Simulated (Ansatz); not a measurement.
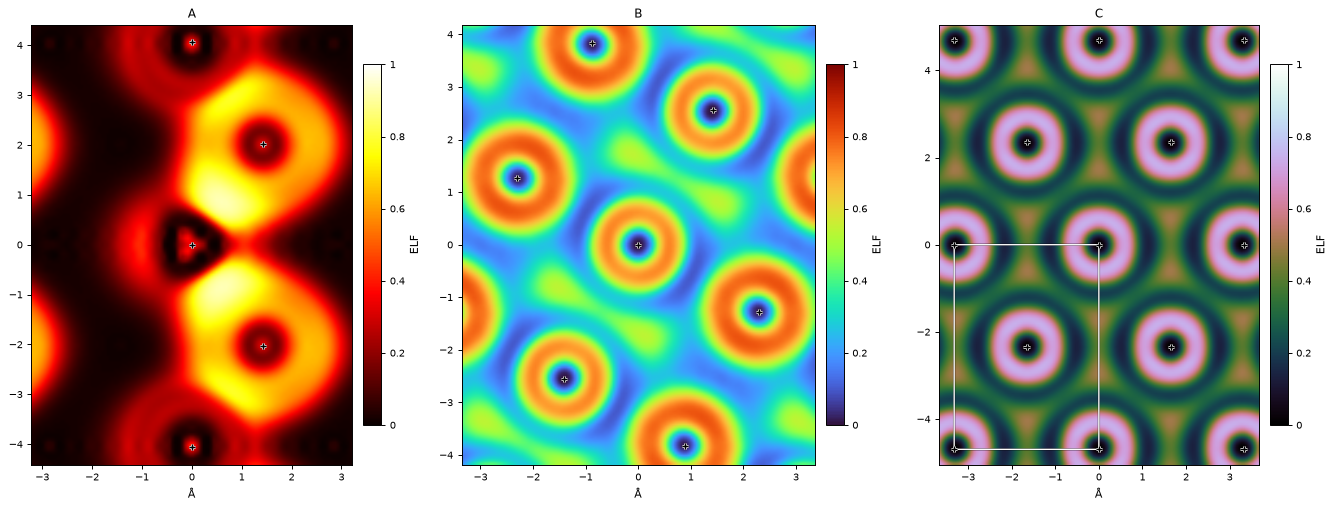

The ELF of 3 systems, each on a plane through atoms (crosses mark nuclei in the plane).

Computed with Ansatz 0.2.0, DFT PBE, scalar-relativistic, plane waves, PAW.

System 1: AlGa₃As₄, the (101̄) plane of the conventional cell. Space group P-43m.

System 2: TaN, the (11̄0) plane of the calculation cell. Space group P6/mmm.

System 3: Ta, the (110) plane of the conventional cell. Space group Im-3m; computed without spin polarisation.

```
Ta
1.0
     3.31897    0.00004    0.00007
     0.00005    3.31893   -0.00011
     0.00009   -0.00014    3.31850
Ta
2
Cartesian
  0.0000 0.0000 0.0000
  1.6596 1.6594 1.6592
```

> Match each panel to its system.

Panel A is system 1, AlGa₃As₄: the plane holds Al, Ga and As. Al–As (2.48 Å): the ELF peaks at about 0.95 between the atoms: localised, covalent bonding. Panel B is system 2, TaN: the plane holds Ta and N. Ta–Ta (2.92 Å): the ELF is about 0.40 at the midpoint. Panel C is system 3, Ta: the plane holds Ta. Ta–Ta (2.87 Å): the ELF is about 0.30 at the midpoint: no shared electron pair shows on this line.
